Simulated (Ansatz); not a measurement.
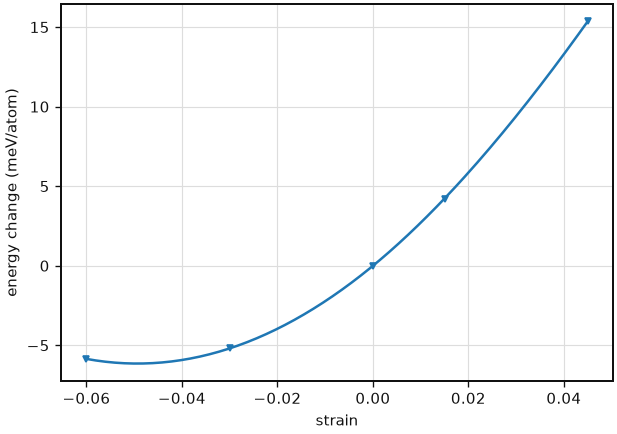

The figure shows the energy change against strain for ClO, space group Pm-3m (No. 221).

The given structure:
```
CELL_PARAMETERS angstrom
3.18522 0.00000 0.00000
0.00000 3.18522 0.00000
0.00000 0.00000 3.18522
ATOMIC_POSITIONS crystal
Cl 0.00000 0.00000 0.00000
O 0.50000 0.50000 0.50000
```

Method: homogeneous strain of a crystal along one Voigt pattern with engineering shear, fractional coordinates fixed, by plane-wave density functional theory with PAW datasets, free energies less that of the undisturbed cell, pressure positive in compression; scalar-relativistic (Ansatz 0.2.0). Level: PBEsol, collinear spin.

wave cutoff 420 eV; k mesh 16×16×16; occupations Gaussian; smearing width 0.15 eV; k shift (0, 0, 0) (mesh steps); start as given; strain pattern (1, 0, 0, 0, 0, 0) (xx yy zz yz xz xy with engineering shear).

From this curve and the settings, what does the calculation give for the tensile stress summed over the strain pattern, pressure and total moment at the same points?

The tensile stress summed over the strain pattern rises from −0.403 GPa at strain −0.060 to 4.216 GPa at 0.045, and changes sign near −0.051. The pressure falls from −0.178 GPa at strain −0.060 to −3.742 GPa at 0.045. The total moment rises from 2.946 μB/cell at strain −0.060 to 3.000 μB/cell at 0.045.

```csv
strain,tensile stress summed over the strain pattern (GPa),pressure (GPa),total moment (μB/cell)
-0.060,-0.403,-0.178,2.946
-0.030,0.951,-1.345,2.990
0.000,2.454,-2.454,2.998
0.015,3.110,-2.934,2.999
0.045,4.216,-3.742,3.000
```

Limits of the calculation: reference crystal is not relaxed; state may not be the lowest.
